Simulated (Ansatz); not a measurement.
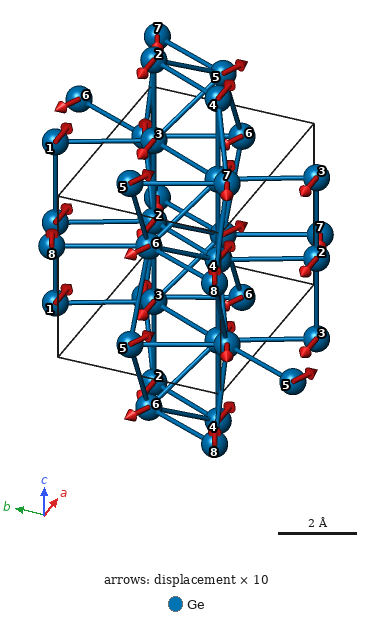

A relaxation of a crystal of Ge (a generated structure, set up in Pbcm) (coarse preliminary run). The starting structure is drawn; red arrows show the displacements (the part carried along by the change of the cell is left out), 10 times their true length.

The picture is a ball-and-stick view of the cell of the calculation, seen from a free direction.

Method: DFT PBE, scalar-relativistic, plane waves, PAW in Ansatz 0.2.0.

Input file:
```yaml
crystal:
  lattice:
    - [5.99394157, 0.0, 0.0]
    - [0.0, 4.61408085, 0.0]
    - [0.0, 0.0, 4.88934368]
  atoms:
    - { symbol: Ge, position: [0.40861372, 0.25, 0.0] }
    - { symbol: Ge, position: [0.59138628, 0.75, 0.5] }
    - { symbol: Ge, position: [0.59138628, 0.75, 0.0] }
    - { symbol: Ge, position: [0.40861372, 0.25, 0.5] }
    - { symbol: Ge, position: [0.91606918, 0.50968414, 0.25] }
    - { symbol: Ge, position: [0.08393082, 0.49031586, 0.75] }
    - { symbol: Ge, position: [0.08393082, 0.00968414, 0.25] }
    - { symbol: Ge, position: [0.91606918, 0.99031586, 0.75] }
basis:
  ecutwfc: 420
kpoints:
  mp_grid: { grid: [4, 4, 4] }
hamiltonian:
  xc: pbe
scf:
  occupations: { method: gaussian, width: 0.1 }
  lower_state_search: "off"
output:
  forces: true
  stress: true
  eigenvalues: true
relax:
  adjacent_minimum: "off"
  f_tol: 0.04
  max_steps: 70
  cell: { stress_tol: 0.4 }
```

Run as
```bash
ansatz run input.yaml --threads 1 --pin off --max-ram 2560MiB --backend cpu --events-out ev --progress --plain --runs-dir out
```

**What happened in the run?**

The energy falls by 265 meV per atom in 6 accepted moves (8 points after the start). Largest force component: 0.72 eV/Å at the start, 0.0035 eV/Å at the end. Pressure: 22.40 GPa at the start and 0.09 GPa at the end. At 2 points the geometry stayed and the basis and grid were re-selected for the new cell (energy shift of 3.9 meV per atom at most each time). The largest moves relative to the cell, 0.10 Å, are those of Ge1, Ge2, Ge3 and Ge4. Ge3 goes along −a. The drawn cell changes as follows: a 5.994 → 6.060 Å (+1.1 %), b 4.614 → 5.108 Å (+10.7 %), c 4.889 → 5.348 Å (+9.4 %); the volume changes by +22.4 %. Some distances before and after: Ge1–Ge6 2.552 → 2.831 Å, Ge1–Ge4 2.445 → 2.674 Å, Ge5–Ge7 2.517 → 2.693 Å, Ge5–Ge6 2.645 → 2.807 Å. Bond angles that change, for instance: Ge3–Ge1–Ge3 129.2° → 141.1°, Ge6–Ge8–Ge6 132.9° → 143.0°, Ge7–Ge8–Ge7 135.1° → 144.6°. The space group stays Pbcm (No. 57).
